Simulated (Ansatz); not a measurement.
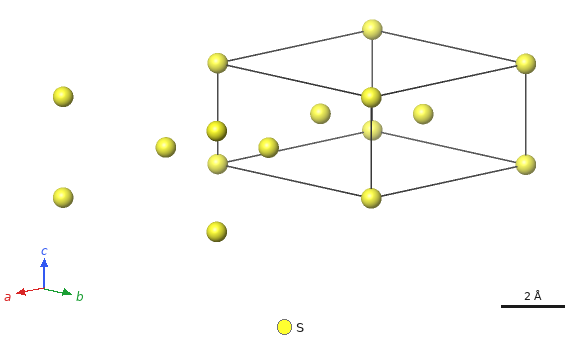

This is the input geometry for a relaxation of crystalline S (built on the omega_191 type) (coarse preliminary run). The picture is a ball-and-stick view of the cell of the calculation, repeated 2 × 1 × 1 with one cell outlined, seen from a free direction.

Case: omega type (P6/mmm, No. 191).

Method: DFT PBEsol, scalar-relativistic, plane waves, PAW (Ansatz 0.2.0).

Input
```yaml
crystal:
  lattice:
    - [5.6656459624, 0.0, 0.0]
    - [-2.8328229812, 4.9065933323, 0.0]
    - [0.0, 0.0, 3.4732873074]
  atoms:
    - { symbol: S, position: [0.0, 0.0, 0.0] }
    - { symbol: S, position: [0.3333333333, 0.6666666667, 0.5] }
    - { symbol: S, position: [0.6666666667, 0.3333333333, 0.5] }
basis:
  ecutwfc: 420
kpoints:
  mp_grid: { grid: [6, 6, 6] }
hamiltonian:
  xc: pbesol
scf:
  occupations: { method: gaussian, width: 0.1 }
  lower_state_search: "off"
output:
  forces: true
  stress: true
  eigenvalues: true
relax:
  adjacent_minimum: "off"
  f_tol: 0.04
  max_steps: 70
  cell: { stress_tol: 0.4 }
```

Predict the outcome.

No atom moves by more than 0.005 Å relative to the cell. Cell: a = b 5.666 → 5.996 Å (+5.8 %), c 3.473 → 2.108 Å (−39.3 %). Volume −32.0 %. Near-neighbour distances that change, for instance: S1–S1 3.473 → 2.108 Å. The space group stays P6/mmm (No. 191). Over 14 accepted moves (16 points after the start) the energy falls by 5.579 eV per cell of the calculation. All forces vanish by symmetry, so only the cell relaxes. Pressure: −12.52 GPa at the start and 0.17 GPa at the end. The line search rejected the trial step at point 13 of the run. At 1 point the geometry stayed and the basis and grid were re-selected for the new cell (energy shift of 0.1 meV per cell of the calculation at most each time).

History of the run:

| step | E − E(0), meV/atom | pressure, GPa | volume, Å³/atom | note |
| --- | --- | --- | --- | --- |
| 0 | 0.00 | -12.52 | 32.185 |  |
| 1 | -374.93 | -14.65 | 27.774 |  |
| 2 | -756.01 | -15.88 | 23.807 |  |
| 3 | -1106.28 | -14.84 | 20.224 |  |
| 4 | -1357.82 | -8.95 | 17.010 |  |
| 5 | -1421.04 | 2.71 | 14.684 |  |
| 6 | -1463.57 | 3.48 | 14.516 |  |
| 7 | -1502.63 | 7.26 | 14.282 |  |
| 8 | -1660.38 | 8.32 | 15.054 |  |
| 9 | -1745.40 | 4.15 | 16.647 |  |
| 10 | -1789.75 | 8.72 | 17.762 |  |
| 11 | -1819.48 | -3.76 | 20.587 |  |
| 12 | -1850.34 | 1.24 | 20.517 |  |
| 13 | -1839.04 | 3.72 | 22.063 | rejected |
| 14 | -1858.92 | 0.55 | 21.468 |  |
| 15 | -1859.77 | 0.15 | 21.881 |  |
| 16 | -1859.73 | 0.17 | 21.881 | same geometry, new basis |

The structure at the end:

```xyz
3
Lattice="5.9964 0.0000 0.0000 -2.9982 5.1931 0.0000 0.0000 0.0000 2.1080" Properties=species:S:1:pos:R:3 pbc="T T T"
S     2.9982    5.1931    0.0000
S     0.0000    3.4620    1.0540
S     2.9982    1.7310    1.0540
```

The end point in the same view:

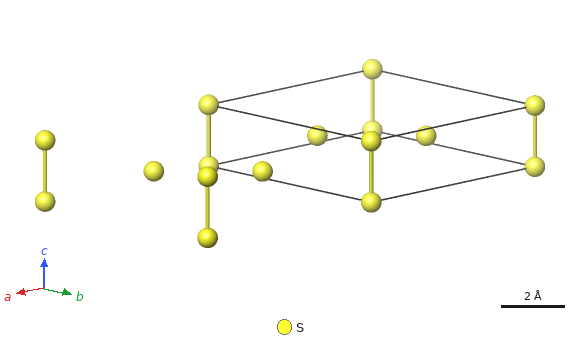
